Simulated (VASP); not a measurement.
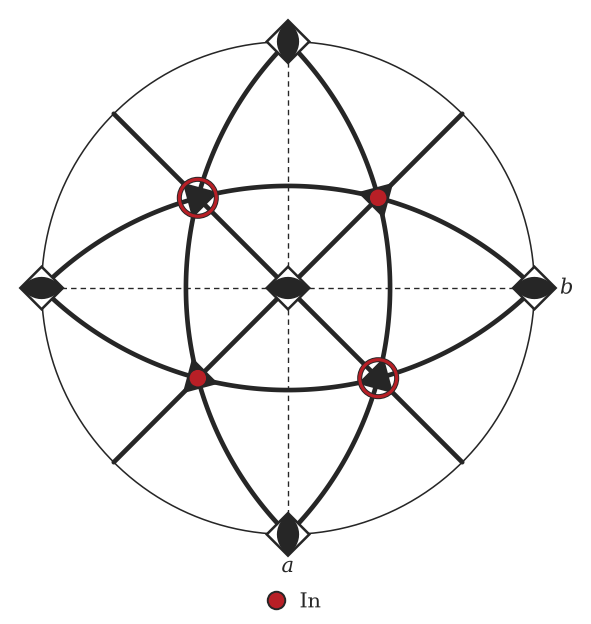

Directions from one arsenic atom at (1/4, 1/4, 1/4) to its bonded neighbours, in stereographic projection down c (filled: above the plane of the page or in it, open: below). Crystal: InAs, the end point of a relaxation with VASP Kohn-Sham DFT of a periodic cell, HSE03, VASP PAW PBE potentials, recommended in VASP. All values are computed from the atomic coordinates in the standard setting (tolerance 0.002 Å).

Neighbours are counted up to 3.18 Å for In. The symmetry elements of the site are drawn in: heavy lines are mirror planes (a heavy rim: a mirror in the plane of the page); lens, triangle, square and hexagon are 2-, 3-, 4- and 6-fold axes, a lens in an open square is −4, a triangle in an open hexagon −6; thin dashed diameters join the ends of axes that lie in the page; a small open circle marks inversion.

```cif
data_structure
_symmetry_space_group_name_H-M 'P 1'
_symmetry_Int_Tables_number 1
_cell_length_a 6.1204
_cell_length_b 6.1204
_cell_length_c 6.1204
_cell_angle_alpha 90.000
_cell_angle_beta 90.000
_cell_angle_gamma 90.000
_cell_volume 229.26
loop_
_atom_site_label
_atom_site_type_symbol
_atom_site_fract_x
_atom_site_fract_y
_atom_site_fract_z
_atom_site_occupancy
In1 In 0.00000 0.00000 0.00000 1
As1 As 0.25000 0.25000 0.25000 1
In2 In 0.00000 0.50000 0.50000 1
As2 As 0.25000 0.75000 0.75000 1
In3 In 0.50000 0.00000 0.50000 1
As3 As 0.75000 0.25000 0.75000 1
In4 In 0.50000 0.50000 0.00000 1
As4 As 0.75000 0.75000 0.25000 1
```

Question: How many neighbours are there, and at what angles?

Answer: 4: 4 In at 2.65 Å. Angles between bonds: 109° (6×).

Question: What is the site's symmetry in the crystal?

Answer: Point group -43m (Td), order 24: three −4 axes, four threefold axes, six mirror planes. In F-43m (No. 216) this is Wyckoff position 4c.
